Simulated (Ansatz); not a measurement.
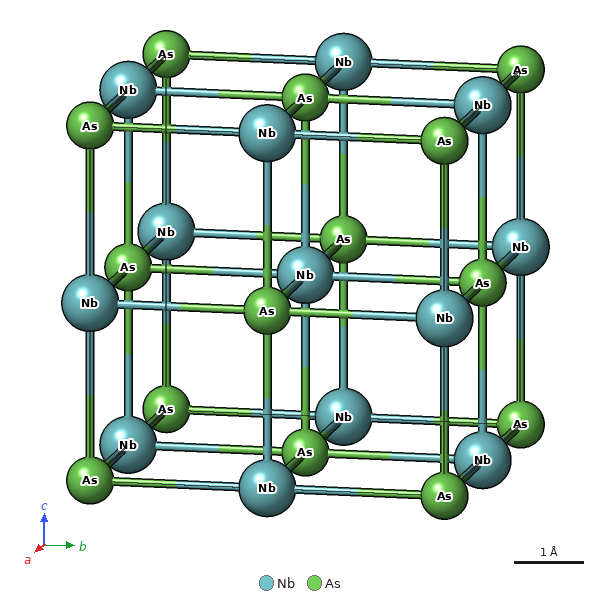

The structure above is drawn in ball-and-stick style and viewed slightly off an axis. One conventional unit cell is outlined, and atoms on its boundary appear in each equivalent place. Cell: a = 5.26 Å, b = 5.26 Å, c = 5.26 Å, α = 90.00°, β = 90.00°, γ = 90.00°.

Starting structure: a structure type filled with these elements by a generator (whether the compound takes this form wasn't checked). Earlier steps of the study, as a rule a relaxation of our own, may have changed the cell and positions, so they can lie some per cent off the listed ones. It went into a calculation with Ansatz.

### What structure is drawn here?

The stoichiometry is NbAs. It is face-centred cubic, space group Fm-3m (No. 225). In terms of structure types, this is rock salt (NaCl type). Counting shared atoms by their share gives 4 Nb, 4 As, or 8 atoms. Around each Nb lie six As in an octahedral arrangement at about 2.6 Å. Each As atom has six Nb in an octahedral arrangement at about 2.6 Å around it. The bonds build a three-dimensional framework.

Level of theory and settings: DFT r2SCAN, scalar-relativistic, plane waves, PAW in Ansatz 0.2.0, a plane-wave cutoff of 500 eV, k-points about 0.17 Å⁻¹ apart, Gaussian smearing of 0.05 eV, no spin polarisation.

### Is the electronic structure metallic or gapped?

A metal: bands cross the Fermi level.

### List the Bader charges.

Nb +1.28 e; As -1.28 e.

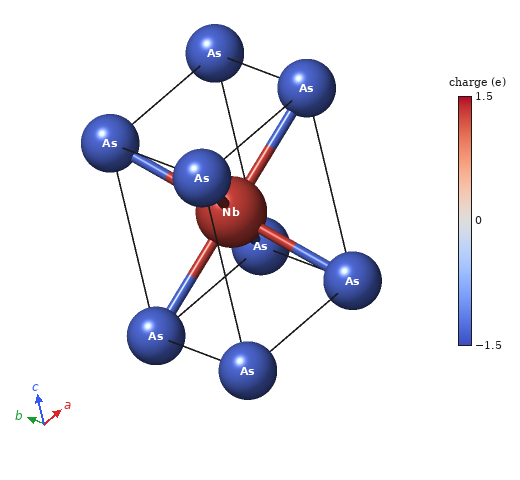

The atoms coloured by those charges. The run's cell of 2 atoms is drawn, so axes and origin can differ from the first picture.

### Does this geometry sit at a stationary point of the energy?

Yes. All forces vanish to within 0.01 eV/Å. The pressure is 0.0 GPa, close to zero.
